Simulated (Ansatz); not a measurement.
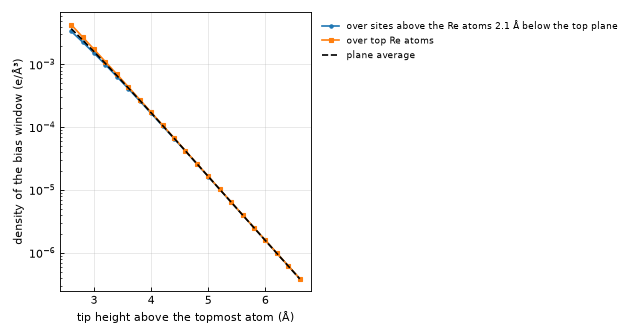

Approach curves over Re(001) (P6_3/mmc bulk, the cell from a database of computed structures, not from a measurement, 7 atomic planes (those closer than 0.6 Å count as one), 13 Å) at a sample bias of +1.50 V.

Model: Tersoff–Hamann, s-wave tip, no tip–sample forces. Bias windows are sharp sums over the levels of the k mesh.

All numbers here come from Ansatz, DFT LDA, scalar-relativistic, plane waves, PAW. Cutoff 420 eV, 21 × 21 k-points, Gaussian smearing 0.1 eV, dipole correction. The slab is a cut without reconstruction beyond its cell, at the source's lattice constants, with its lower half held fixed and the rest relaxed. No spin polarisation. Spin–orbit coupling is left out; with Re it can shift levels and gaps. The run couldn't confirm all of its levels under its output density. The run warns that the functional's potential is rough in the thin density of the vacuum, where the tip is; weak contrasts and barriers may feel it.

How fast does the current decay, and what apparent barrier height does that imply?

Near 4 Å the plane average falls as exp(−2.30 z/Å), a factor of 10 per ångström, which gives an apparent barrier of 5.0 eV (0.952 eV Å² times the slope squared). The vacuum level lies 5.16 eV above zero bias. The upper edge of the window lies 3.66 eV under it. The apparent barrier is above 3.66 eV. At 4 Å the 0.50 eV of states nearest the upper edge carry 33 % of the density.
